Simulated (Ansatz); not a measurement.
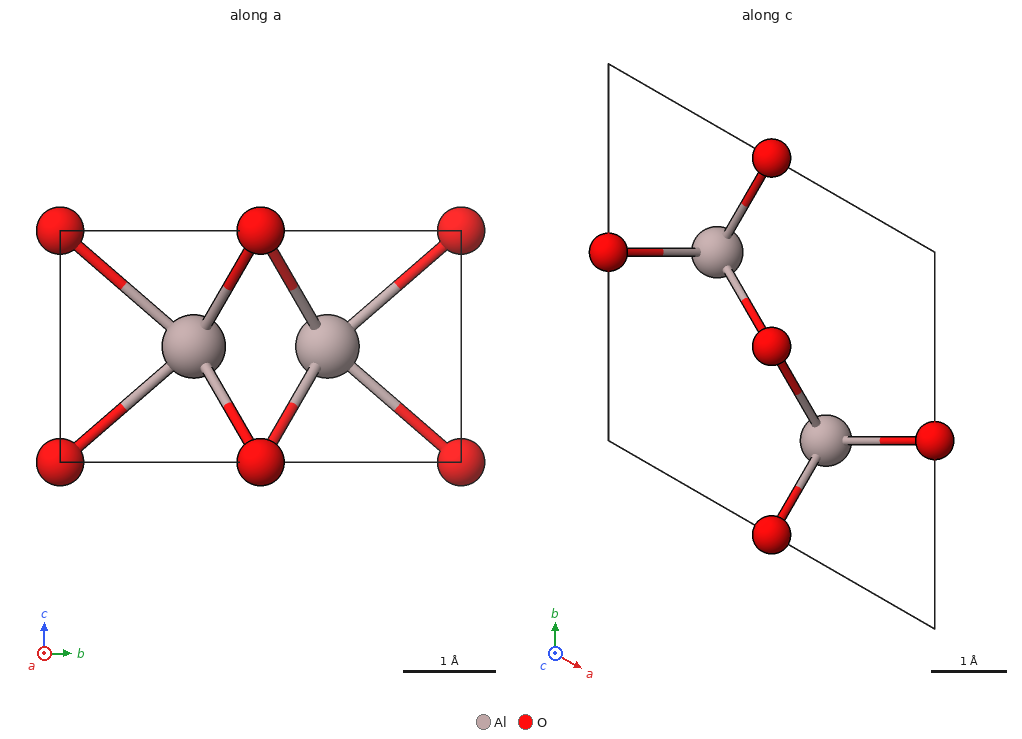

An orthographic ball-and-stick view of the structure, along the a axis and along the c axis. One conventional unit cell is framed, with atoms on its boundary repeated.

Al2O3, space group P6/mmm (No. 191), a = 5.06 Å, b = 5.06 Å, c = 2.53 Å, α = 90.00°, β = 90.00°, γ = 120.00°.

Computational set-up: DFT PBE, scalar-relativistic, plane waves, PAW (Ansatz), a basis cut at 420 eV, k-point mesh 6×6×10, Gaussian smearing of 0.02 eV, no spin polarisation.

Question: Metal or not?

Answer: An insulator at this level, with a gap of 3.58 eV on the k-mesh (the true edges may lie between mesh points, so the gap can be somewhat smaller).

It goes back to a structure type filled with these elements by a generator (whether the compound takes this form wasn't checked). Relaxation method: Ansatz 0.2.0, DFT PBE, scalar-relativistic, plane waves, PAW.
